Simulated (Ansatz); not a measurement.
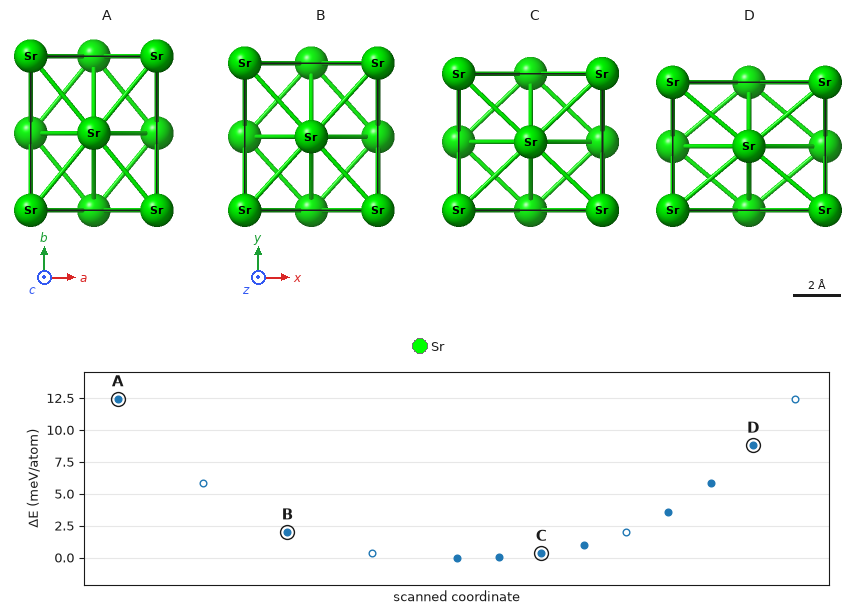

A scan of a crystal of Sr (Fm-3m) along one coordinate. x, y and z are the Cartesian axes of the input. Hollow markers are points alike by symmetry, not computed again. The picture is a ball-and-stick view of the conventional cell (4 times the calculation's cell), seen along the c axis. Lengths and directions refer to the drawn axes.

Level of theory: DFT PBEsol, scalar-relativistic, plane waves, PAW in Ansatz 0.2.0. Settings: plane-wave cutoff 420 eV; k-point mesh 10 × 10 × 10; occupations gaussian; smearing width 0.03 eV; no spin polarisation. Energies (free energies at the smearing named) are counted from the cell as listed in its source, which wasn't relaxed.

Question: Which coordinate changes from frame to frame?

Answer: The cell is strained along x and oppositely along y, with the atoms kept at their fractional coordinates. In the frames the strain is −0.10 (A), −0.05 (B), 0.025 (C), 0.0875 (D). The lowest computed point lies at the strain 0.00 (0.0 meV/atom). The end points stand at 12.4 meV/atom (−0.10) and 12.4 meV/atom (0.10). The unrelaxed reference is under a pressure of −0.9 GPa. The distortion takes the space group from Fm-3m to Fmmm. At the strain −0.10 the cell of the drawing goes a 6.085 → 5.476 Å, b 6.085 → 6.693 Å.
